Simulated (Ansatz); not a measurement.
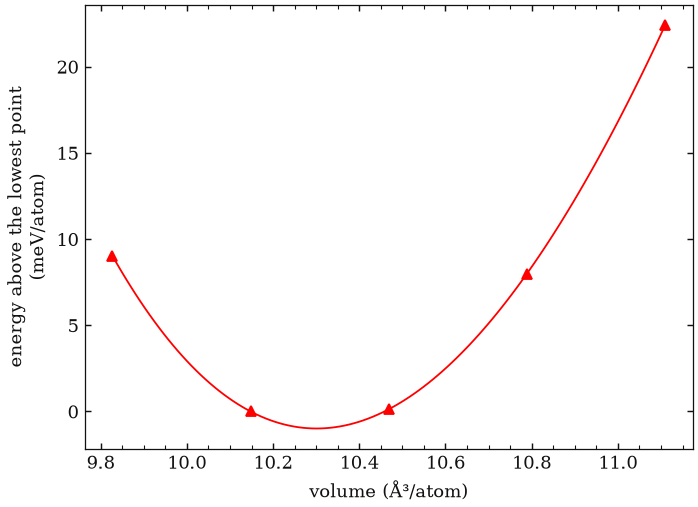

The plot gives the computed energy above the lowest point against volume for O, space group Fd-3m (No. 227) (one of a set of cubic test structures, which need not be the stable phase).

Calculation (Ansatz 0.2.0 development build): equation of state of a cubic crystal from periodic Kohn-Sham density functional theory without spin, third-order Birch-Murnaghan fit to the free energies; pressure corrected for the finite basis. Level: r2SCAN.

- structure type: diamond
- atoms in cell: 2
- space group number: 227
- lattice centring: face-centred primitive
- k mesh: 13×13×13
- occupation method: Fermi–Dirac
- occupation width: 0.1 eV
- wave cutoff: 1050 eV
- datasets: hand-made PAW
- density tolerance: 1e−09 eV
- bands: 10
- density cutoff ratio: 5
- search for lower states: default
- xc grid level: 2

From this curve and the settings, what does the calculation give for the pressure at the same points?

The pressure falls from 7.1 GPa at volume 9.83 Å³/atom to −8.7 GPa at 11.11 Å³/atom, and changes sign near 10.31 Å³/atom.

```csv
volume (Å³/atom),pressure (GPa)
9.83,7.1
10.15,2.1
10.47,-2.1
10.79,-5.7
11.11,-8.7
```

Caveats: cubic model structure, not the ambient form; modest k-mesh, values are not fully converged in k.
